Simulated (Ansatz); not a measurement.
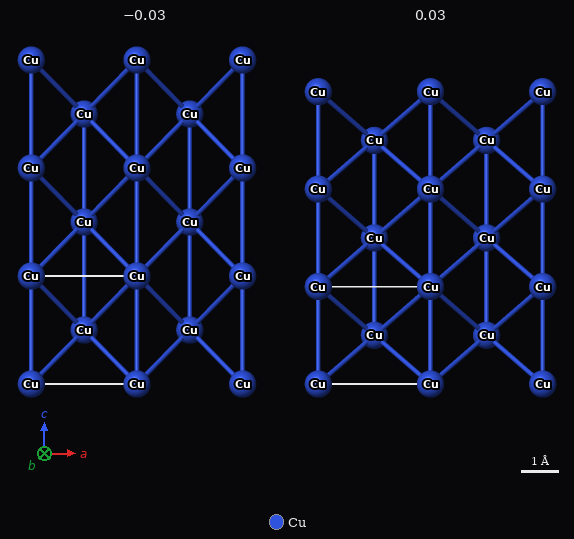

Solid Cu (set up in I4/mmm), under biaxial strain in the a–b plane (c relaxed, atoms fixed by symmetry), with energies (extrapolated to zero smearing) counted from the relaxed crystal, which is the row at zero. The picture shows the first and the last member. A ball-and-stick model of the cell of the calculation, repeated 2 × 1 × 3 with one cell outlined, seen along the b axis.

Computed with Ansatz 0.2.0: DFT PBE, scalar-relativistic, plane waves, PAW. Settings: plane-wave cutoff 420 eV; k-point mesh 14 × 14 × 16; occupations gaussian; smearing width 0.1 eV; no spin polarisation; force threshold 0.008 eV/Å.

| strain | energy (meV/atom) | a (Å) | c (Å) |
| --- | --- | --- | --- |
| −0.03 | 0.13 | 2.863 | 2.927 |
| −0.02 | −0.52 | 2.892 | 2.869 |
| −0.01 | −0.51 | 2.922 | 2.814 |
| 0.0 | 0.00 | 2.951 | 2.759 |
| 0.01 | 0.22 | 2.981 | 2.707 |
| 0.02 | ? | ? | ? |
| 0.03 | 3.49 | 3.040 | 2.640 |

> Fill in the missing row.

A parabola through three neighbouring rows (0.0, 0.01, 0.03) gives, with Lagrange weights, (−0.3333)(0.00) + (1.0000)(0.22) + (0.3333)(3.49) = 1.38 meV/atom. The calculation gives 0.96 meV/atom (a = 3.010 Å, c = 2.670 Å). The estimate is 0.42 meV/atom too high. The miss is large: three rows don't fix the curve here, or the series isn't smooth. Some rows lie up to 0.52 meV/atom below the unstrained cell, which smearing and mesh noise or a second, shallow minimum can cause. From the first member to the last: Cu–Cu 2.927 → 2.640 Å, Cu–Cu 2.498 → 2.522 Å.

The whole series:

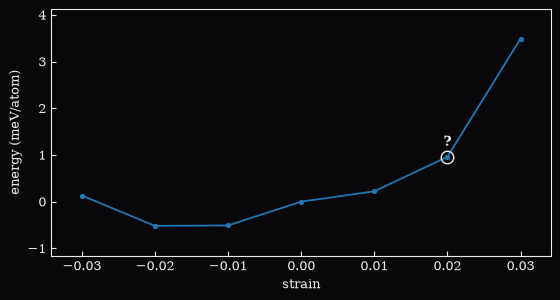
